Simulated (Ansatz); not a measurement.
Cell and atoms:

```cif
data_structure
_symmetry_space_group_name_H-M 'P 1'
_symmetry_Int_Tables_number 1
_cell_length_a 3.8167
_cell_length_b 6.4870
_cell_length_c 6.7181
_cell_angle_alpha 90.000
_cell_angle_beta 90.000
_cell_angle_gamma 90.000
_cell_volume 166.33
loop_
_atom_site_label
_atom_site_type_symbol
_atom_site_fract_x
_atom_site_fract_y
_atom_site_fract_z
_atom_site_occupancy
Si1 Si 0.50000 0.32116 0.32116 1
Si2 Si 0.00000 0.17884 0.17884 1
Si3 Si 0.50000 0.32116 0.67884 1
Si4 Si 0.00000 0.17884 0.82116 1
Si5 Si 0.00000 0.82116 0.82116 1
Si6 Si 0.50000 0.67884 0.67884 1
Si7 Si 0.00000 0.82116 0.17884 1
Si8 Si 0.50000 0.67884 0.32116 1
```

Q: Characterise the structure given above.

A: The element is silicon. Symmetry: Immm (No. 71), body-centred orthorhombic lattice. The cell holds eight atoms. Si is linked to four Si in a distorted tetrahedral arrangement at 2.32 to 2.40 Å. The bonds build a three-dimensional framework.

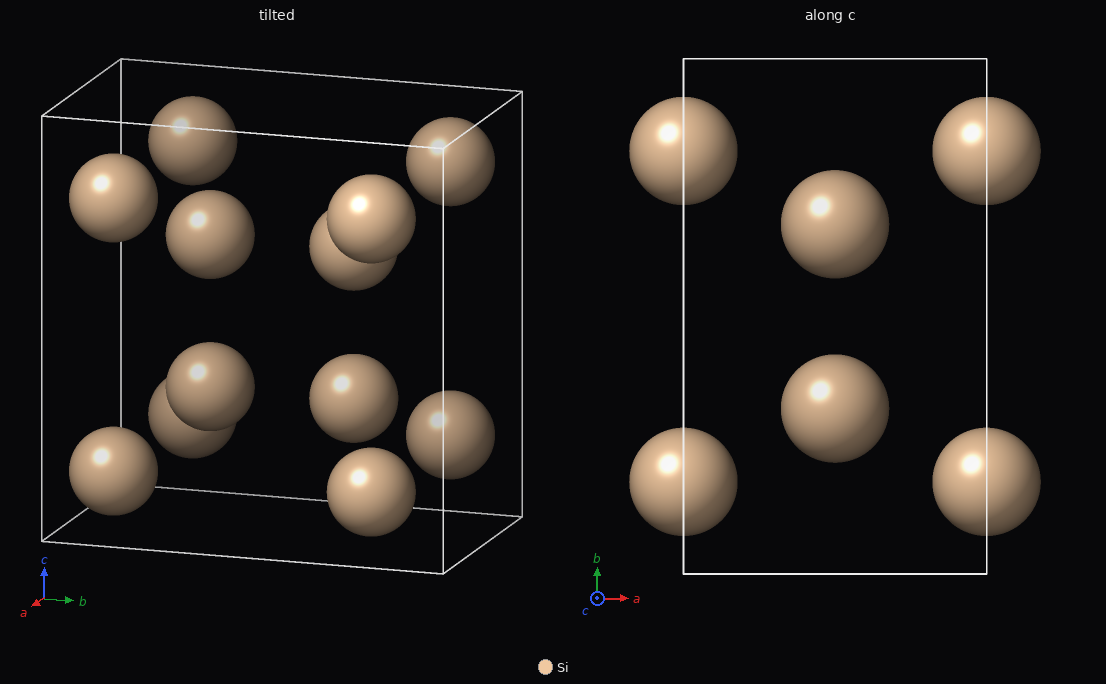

Shown here is a spheres-only view of the crystal, taken slightly off an axis and along the c axis. The frame is the conventional unit cell; atoms at its boundary are shown with their periodic copies.

The initial geometry was a structure listed in the Materials Project. The cell was then strained or its atoms displaced on purpose. A calculation with Ansatz used it as input.
